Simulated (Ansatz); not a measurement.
Fe2Co: single-point calculation (part 2 of 2)

Continued. System: Fe2Co (Fmmm, 6 atoms in the cell). Method: DFT PBE, scalar-relativistic, plane waves, PAW, spin-polarised (Ansatz 0.2.0); cutoff 420 eV, 8×6×4 k-mesh, Gaussian smearing of 0.2 eV, collinear spins. The structure was made by a generator, so it may or may not be a known phase.

Geometry of the input (Å; fractional positions):
```
-1.4192  -2.0200  0.0000
-4.2577  2.0200  0.0000
-1.4192  0.0000  -6.0310
Fe 0.3329  0.3329  0.6684
Fe 0.8329  0.8329  0.6684
Fe 0.1671  0.1671  0.3316
Fe 0.6671  0.6671  0.3316
Co 0.0000  0.0000  0.0000
Co 0.5000  0.5000  0.0000
```

Output, continued
```
--- Per-component energies (eV) ---
  E_band       = -1393.396729
  E_kinetic    = 2302.447922
  E_local      = -14196.935611  (includes V_loc(G=0)·N_el)
  E_nonlocal   = 1787.131939
  E_hartree    = 5951.963413
  E_xc         = -787.563903
  E_vxc        = -1014.848438  (∫ρ·V_xc dr)
  E_paw        = -8497.878305  (= ΣΔE_a)
  E_vpaw       = -2175.124776  (= ΣTr[D̂ρ^β])
  E_aug_tail   = 0.002795  (compensation charges beyond the density's cutoff)
  E_ewald      = -14733.489449
  E_smearing   = -0.075551  (= −TS)
  E_closure    = -0.000000  (closes the sum)
  Σ components = -28174.396751   (vs F -28174.396751, Δ=0.00e0)
--- Forces (eV/Å), atoms counted from 1 ---
  atom   1  Fe     0.00079550    -0.00070162    -0.00692875
  atom   2  Fe     0.00079550    -0.00070162    -0.00692875
  atom   3  Fe    -0.00079550     0.00070162     0.00692875
  atom   4  Fe    -0.00079550     0.00070162     0.00692875
  atom   5  Co     0.00000000     0.00000000     0.00000000
  atom   6  Co     0.00000000     0.00000000     0.00000000
  max |Σ_I F_I| component: 2.17e-19 eV/Å
--- Stress (GPa, compression-positive) ---
       -0.101965       0.145793      -0.104085
        0.145793       0.042333      -0.047064
       -0.104085      -0.047064      -0.098808
  P = ⅓ Tr σ = -0.0528 GPa (-0.528 kbar)
--- Band table (eV; the first three rows and the last of 200) ---
  k-point 0 ↑: bands = ["-78.3198", "-78.2973", "-70.1563", "-70.1217", "-70.1022", "-70.1022", "-41.6717", "-41.5244", "-41.5025", "-41.4887", "-41.4860", "-41.4790", "-36.3231", "-36.3137", "-36.3122", "-36.1702", "-36.1689", "-36.1337", "-36.0712", "-36.0095", "-35.9952", "-35.9947", "-35.9491", "-35.9483", "9.3766", "12.5849", "12.6737", "12.9536", "13.3824", "13.5597", "14.3682", "14.5109", "14.5239", "14.6322", "14.8573", "15.3947", "15.4031", "15.4553", "15.5255", "15.5919", "15.6715", "15.8749", "16.2068", "16.2516", "16.2711", "16.4732", "16.7866", "16.7955", "16.7997", "16.8651", "16.8794", "16.9391", "17.1039", "17.1264", "17.3139", "17.4165", "17.9840", "18.2822", "19.5714", "19.8706", "24.7673", "26.5415", "26.8639", "29.4426", "29.5960", "31.6722", "31.9203", "35.8112", "36.7504"]
  k-point 1 ↑: bands = ["-78.3198", "-78.2973", "-70.1564", "-70.1216", "-70.1022", "-70.1022", "-41.6717", "-41.5244", "-41.5025", "-41.4887", "-41.4860", "-41.4790", "-36.3213", "-36.3134", "-36.3125", "-36.1700", "-36.1691", "-36.1355", "-36.0710", "-36.0097", "-35.9951", "-35.9948", "-35.9491", "-35.9483", "9.6571", "11.6426", "12.9426", "13.0485", "13.1302", "13.8102", "14.4048", "14.4559", "14.4736", "14.5449", "14.9874", "15.1019", "15.2692", "15.4624", "15.4654", "15.5384", "16.1106", "16.1810", "16.2060", "16.2449", "16.5764", "16.5968", "16.6097", "16.6990", "16.7662", "16.8243", "16.8712", "16.9487", "17.0468", "17.3312", "17.3856", "17.5008", "17.8114", "18.9099", "19.2581", "19.9350", "25.1568", "25.3548", "26.3143", "28.5808", "29.4005", "33.2937", "34.5931", "34.6709", "36.2274"]
  k-point 2 ↑: bands = ["-78.3198", "-78.2973", "-70.1564", "-70.1216", "-70.1022", "-70.1022", "-41.6717", "-41.5244", "-41.5025", "-41.4887", "-41.4860", "-41.4790", "-36.3195", "-36.3137", "-36.3122", "-36.1702", "-36.1688", "-36.1373", "-36.0708", "-36.0099", "-35.9951", "-35.9948", "-35.9491", "-35.9483", "10.3461", "10.6032", "12.9542", "12.9655", "13.3818", "13.5592", "14.3687", "14.4086", "14.5109", "14.6313", "15.1384", "15.2664", "15.3583", "15.4557", "15.4893", "15.5925", "15.7999", "16.0492", "16.1646", "16.2052", "16.2525", "16.4725", "16.6531", "16.8006", "16.8149", "16.8645", "16.8653", "16.9566", "17.1032", "17.3137", "17.9832", "18.0086", "18.2817", "18.2859", "19.5717", "19.8709", "24.7679", "24.7826", "26.5411", "26.8636", "31.6723", "31.9204", "35.8118", "35.8919", "36.7504"]
  k-point 99 ↓: bands = ["-75.9839", "-75.9664", "-67.0847", "-67.0846", "-67.0697", "-67.0418", "-39.4209", "-39.4095", "-39.3303", "-39.2816", "-39.2660", "-39.2072", "-33.4212", "-33.3946", "-33.3922", "-33.3624", "-33.2847", "-33.2611", "-33.2072", "-33.1952", "-33.1949", "-33.1117", "-33.0612", "-33.0603", "14.2301", "14.5387", "14.6795", "14.8555", "14.9114", "15.0463", "15.2140", "15.9733", "16.2651", "16.5535", "16.6035", "16.6249", "16.7217", "16.9162", "17.0442", "17.3669", "18.2387", "18.3704", "18.4911", "18.7639", "19.0305", "19.2303", "19.6197", "19.7229", "19.9321", "20.1532", "20.1805", "20.1901", "20.3535", "20.6440", "20.7811", "21.2607", "21.7762", "22.0089", "22.1655", "25.7627", "26.2166", "26.6326", "27.5283", "27.6950", "27.7339", "27.8392", "28.0593", "32.2541", "32.5658"]
--- Löwdin populations: 6 sites ---
  site symbol       q [e]    m [muB]
     0     Fe     15.7863     2.6151
     1     Fe     15.7863     2.6151
     2     Fe     15.7863     2.6151
     3     Fe     15.7863     2.6151
     4     Co     16.7309     1.8504
     5     Co     16.7309     1.8504
  spilling = 0.014216 (of n_electrons = 98.000000)
```

File populations.tsv
```
# site	symbol	l	j	q_up	q_dn
# orbitals = lowdin
# n_electrons = 98.000000
# spilling = 0.014216
0	Fe	0_3S	-	0.993216	0.993531
0	Fe	0_4S	-	0.452537	0.486023
0	Fe	1_3P	-	2.998519	2.998028
0	Fe	2_3D	-	4.756436	2.107987
1	Fe	0_3S	-	0.993216	0.993531
1	Fe	0_4S	-	0.452537	0.486023
1	Fe	1_3P	-	2.998519	2.998028
1	Fe	2_3D	-	4.756436	2.107987
2	Fe	0_3S	-	0.993216	0.993531
2	Fe	0_4S	-	0.452537	0.486023
2	Fe	1_3P	-	2.998519	2.998028
2	Fe	2_3D	-	4.756436	2.107987
3	Fe	0_3S	-	0.993216	0.993531
3	Fe	0_4S	-	0.452537	0.486023
3	Fe	1_3P	-	2.998519	2.998028
3	Fe	2_3D	-	4.756436	2.107987
4	Co	0_3S	-	0.993812	0.994067
4	Co	0_4S	-	0.460191	0.502279
4	Co	1_3P	-	2.998856	2.998553
4	Co	2_3D	-	4.837773	2.945326
5	Co	0_3S	-	0.993812	0.994067
5	Co	0_4S	-	0.460191	0.502279
5	Co	1_3P	-	2.998856	2.998553
5	Co	2_3D	-	4.837773	2.945326
```

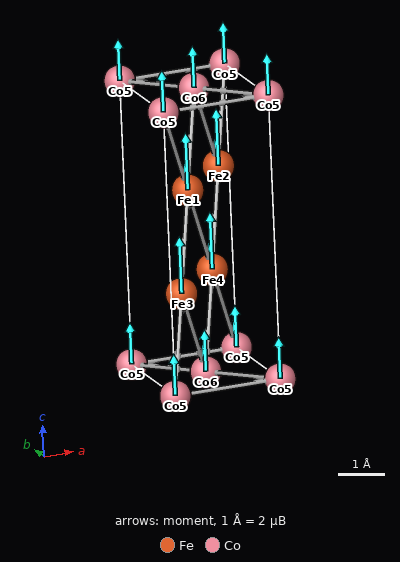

**Figure 1.** Magnetic moments of the sites as teal arrows (ball-and-stick view of the cell of the calculation, seen slightly off an axis; atoms are numbered from 1 in the order of the input); small moments hardly show. The run is collinear, so the axis drawn is arbitrary. Site moments: all 4 Fe atoms (2.56 μB); Co5, Co6 (1.88 μB). They are counted near the atoms and needn't add up to the moment of the cell.

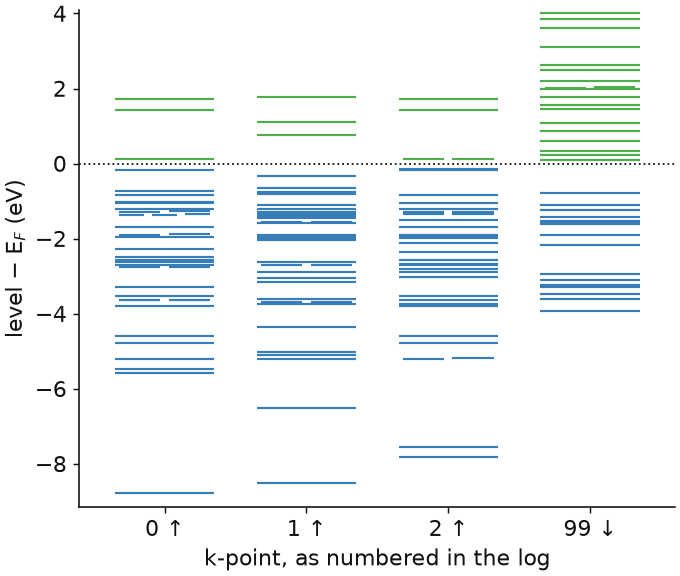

**Figure 2.** Kohn–Sham levels near the Fermi level (dotted) at the few k-points that the log prints; levels within 0.02 eV of each other stand side by side. The system is metallic on the full mesh.

Summary

```csv
quantity,value
outcome,converged
space group (tolerance 0.01 Å),Fmmm (69)
electrons treated,98
free energy,−28174.3968 eV
Fermi energy,18.155 eV
gap on the k-point mesh,none (metallic)
net moment of the cell,13.70 μB
integrated absolute moment,14.52 μB
pressure,−0.05 GPa
largest force (length of the vector),0.007 eV/Å
wall time,64 s (CPU time 3.9 min)
peak memory,0.95 GiB
```
